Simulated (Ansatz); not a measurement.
System: Ag.

Input file:

```
crystal:
  lattice:
    - [4.731336689, 0.0, 0.0]
    - [-2.3656683445, 4.0974577665, 0.0]
    - [0.0, 0.0, 2.8335665995]
  atoms:
    - { symbol: Ag, position: [0.0, 0.0, 0.0] }
    - { symbol: Ag, position: [0.3333333333, 0.6666666667, 0.5] }
    - { symbol: Ag, position: [0.6666666667, 0.3333333333, 0.5] }
hamiltonian:
  xc: lda
  pseudopotentials:
    kind: paw
    azcp:
      Ag: "pseudopotentials/Ag.paw.azcp"
basis:
  ecutwfc: 420
  fft_grid_basis: typed
kpoints:
  mp_grid: { grid: [9, 9, 13], shift: [0, 0, 0] }
magnetization:
  spin_polarized: false
scf:
  occupations: { method: fermi_dirac, width: 0.1 }
  lower_state_search: "off"
output:
  stress: true
  write_density: true
  write_potential: true
  elf: true
  volumetric_format: npy
```

Below, planes, directions and counts refer to the conventional cell (a = 4.73 Å, b = 4.73 Å, c = 2.83 Å, α = 90.00°, β = 90.00°, γ = 120.00°).

Space group P6/mmm; set up as Ag, omega (AlB2-type); a generated structure, not necessarily the stable one; changed on purpose from its base cell (volume × 1.12); computed pressure about −11 GPa in this cell; computed without spin polarisation.

Theory: DFT, LDA (PW92), plane waves (420 eV) with PAW, scalar-relativistic (Ansatz).

Q: What will maps of the valence pseudo-density and electron localisation function show?

A: Ag–Ag (2.83 Å): the density is about 0.23 e/Å³ at the midpoint; the ELF is about 0.15 at the midpoint; no localised pair shows between them.

Q: Metal or insulator at this level of theory?

A: It is metallic or semimetallic at this level of theory: no gap opens.

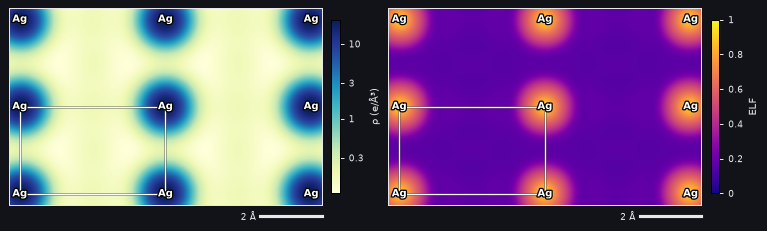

Computed valence pseudo-density and electron localisation function on the (100) plane of the conventional cell, in this order. 

Core electrons are frozen (PAW), and the valence fields are smoothed inside the atomic spheres.
